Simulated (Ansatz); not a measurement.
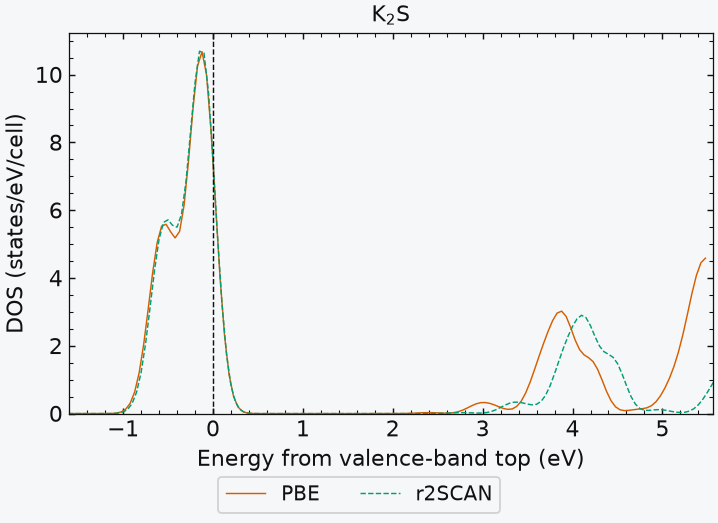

Total densities of states of K2S, space group I4/mmm (No. 139), 3 atoms in the cell, antifluorite type, epitaxial (xy) strain −1.0%, by two methods on the same cell. The curves are built from the levels of the k mesh with Gaussians 0.3 eV wide, which also blur the band edges. Each is counted from its own valence-band top.

How do the methods compare?

PBE gives a gap of 2.40 eV and r2SCAN gives a gap of 2.77 eV.

Settings. PBE: DFT, PBE, plane waves, PAW, no spin polarisation, 6×6×6 k mesh, 420 eV cutoff, Fermi-Dirac smearing of 0.02 eV (Ansatz). r2SCAN: DFT, r2SCAN, plane waves, PAW, no spin polarisation, 6×6×6 k mesh, 500 eV cutoff (Ansatz 0.2.0).
